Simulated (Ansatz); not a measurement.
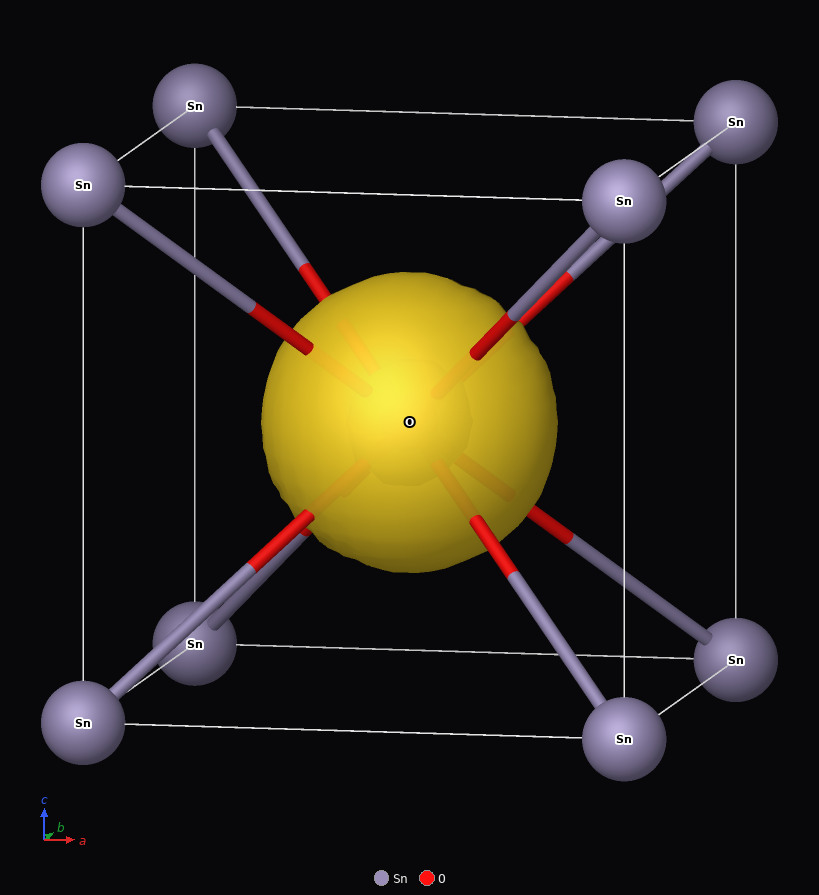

Figure. SnO. Isosurface of the ELF at 0.7 (yellow), seen slightly off an axis. Core shells and regions of very low density are left out. Sticks mark near contacts.

Space group P4/mmm; started from the CsCl prototype, which need not be the ambient phase; changed on purpose from its base cell (uniaxial x strain -1.6%); computed pressure about 5 GPa in this cell.

Level of theory: Ansatz 0.2.0, DFT, PBE, plane waves, PAW.

Input file:

```
crystal:
  lattice:
    - [3.0540626141, 0.0, 0.0]
    - [0.0, 3.1034067819, 0.0]
    - [0.0, 0.0, 3.1034067819]
  atoms:
    - { symbol: Sn, position: [0.0, 0.0, 0.0] }
    - { symbol: O, position: [0.5, 0.5, 0.5] }
kpoints:
  mp_grid: { grid: [8, 8, 8] }
  band_path:
    path:
      - [0.0, 0.0, 0.0]
      - [0.0, 0.5, 0.0]
      - [0.5, 0.5, 0.0]
      - [0.5, 0.5, 0.5]
      - [0.0, 0.125, -0.5]
    npoints: 1
hamiltonian:
  xc: pbe
scf:
  occupations: { method: fermi_dirac, width: 0.02 }
  n_extra_bands: 4
output:
  forces: true
  stress: true
  eigenvalues: true
  write_density: true
  write_potential: true
  elf: true
  volumetric_format: npy
```

Command:

```sh
ansatz run input.yaml --threads 4 --pin off --max-ram 3686MiB --backend cpu --events-out ev --progress --plain --runs-dir out
```

Below, planes, directions and counts refer to the conventional cell (a = 3.10 Å, b = 3.10 Å, c = 3.05 Å, α = 90.00°, β = 90.00°, γ = 90.00°).

Describe the localisation domains.

Answer. The surface consists of one region wrapped around O (its valence shell), counted in one cell of 2 atoms. Any copies at cell faces, edges or corners count once. Profiles from the grid: Sn–O (2.67 Å): the ELF is about 0.15 at the midpoint (no shared electron pair shows on this line).
